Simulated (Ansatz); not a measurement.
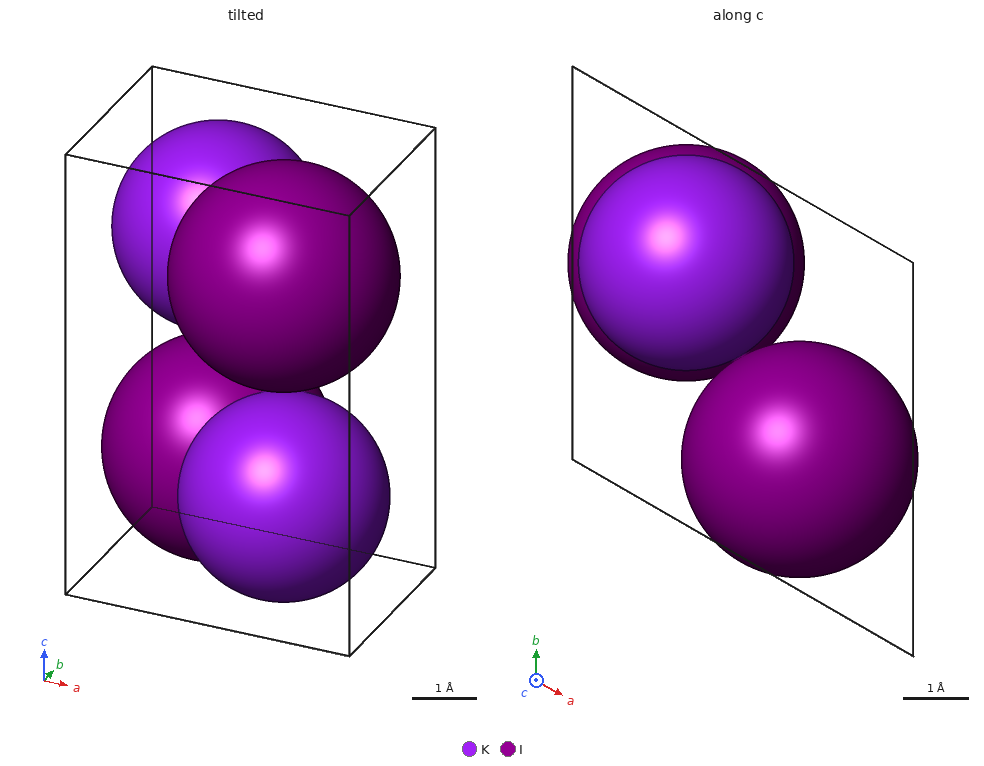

Crystal structure, space-filling style, seen slightly off an axis and along the c axis. One conventional unit cell is framed, with atoms on its boundary repeated. Cell: a = 6.09 Å, b = 6.09 Å, c = 7.12 Å, α = 90.00°, β = 90.00°, γ = 120.00°.

It goes back to a structure type filled with these elements by a generator (whether the compound takes this form wasn't checked). Earlier steps of the study may have refined or changed the cell and positions. It went into a calculation with Ansatz.

> Describe the crystal.

The structure is one of KI. The lattice is primitive hexagonal and the space group P6_3/mmc (No. 194). Counting shared atoms by their share gives 2 K, 2 I, or 4 atoms. The neighbours of K are five I in a trigonal bipyramidal arrangement at about 3.5 Å. Each I atom has five K in a trigonal bipyramidal arrangement at about 3.5 Å around it.

Results below were computed with DFT r2SCAN, scalar-relativistic, plane waves, PAW (Ansatz); the settings were a 500 eV plane-wave basis, a 6×6×4 mesh of k-points, Gaussian smearing of 0.02 eV, no spin polarisation.

> Is the electronic structure metallic or gapped?

An insulator at this level, with a gap of 4.32 eV, direct.

> List the Bader charges.

K +0.85 e; I -0.85 e.

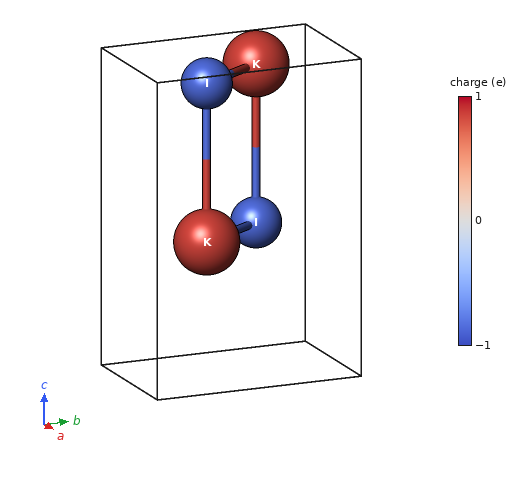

The atoms coloured by those charges. The run's cell of 4 atoms is drawn, so axes and origin can differ from the first picture.

> Are forces and stress small enough to call this relaxed?

Nearly. All forces vanish to within 0.01 eV/Å. The pressure is -0.2 GPa, so the cell would contract.
